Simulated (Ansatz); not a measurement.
Input

```
crystal:
  lattice:
    - [1.4258032372, 0.8231878828, 4.1569397655]
    - [-1.4258032372, 0.8231878828, 4.1569397655]
    - [0.0, -1.6463757656, 4.1569397655]
  atoms:
    - { symbol: B, position: [0.9336481262, 0.9336481262, 0.9336481262] }
    - { symbol: B, position: [0.1982521799, 0.1982521799, 0.1982521799] }
    - { symbol: B, position: [0.8017478201, 0.8017478201, 0.8017478201] }
    - { symbol: B, position: [0.0663518738, 0.0663518738, 0.0663518738] }
basis:
  ecutwfc: 420
kpoints:
  mp_grid: { grid: [18, 18, 18] }
hamiltonian:
  xc: pbe
scf:
  occupations: { method: gaussian, width: 0.1 }
output:
  forces: true
  stress: true
  eigenvalues: true
  write_density: true
  write_potential: true
  elf: true
  volumetric_format: npy
relax:
  adjacent_minimum: "off"
  f_tol: 0.01
  max_steps: 60
  cell: { stress_tol: 0.1 }
```

Command:

```sh
ansatz run input.yaml --threads 1 --pin off --max-ram 2560MiB --backend cpu --events-out ev --progress --plain --runs-dir out
```

Below, planes, directions and counts refer to the conventional cell (a = 2.85 Å, b = 2.85 Å, c = 12.47 Å, α = 90.00°, β = 90.00°, γ = 120.00°).

The fields are those of the relaxed geometry.

Space group R-3m; a structure from a database of computed crystals, not necessarily the ambient phase.

Method: DFT PBE, scalar-relativistic, plane waves, PAW (Ansatz 0.2.0).

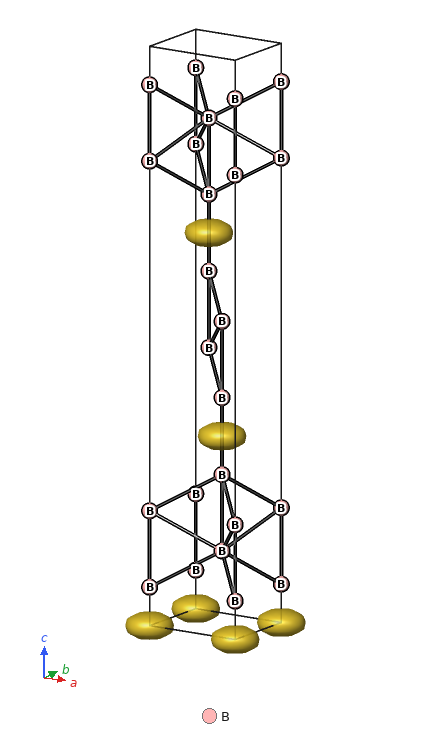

B. Isosurface of the electron localisation function at 0.9 (yellow), seen slightly off an axis. Core shells and regions of very low density are left out. Sticks mark near contacts.

> Identify the bonds, lone pairs and shells in this picture.

The ELF exceeds this value in three regions between bonded B–B atoms, counted in one cell of 12 atoms. Any copies at cell faces, edges or corners count once. Profiles from the grid: B–B (1.64 Å): the ELF peaks at about 0.75 between the atoms. B–B (1.82 Å): the ELF peaks at about 0.80 between the atoms.
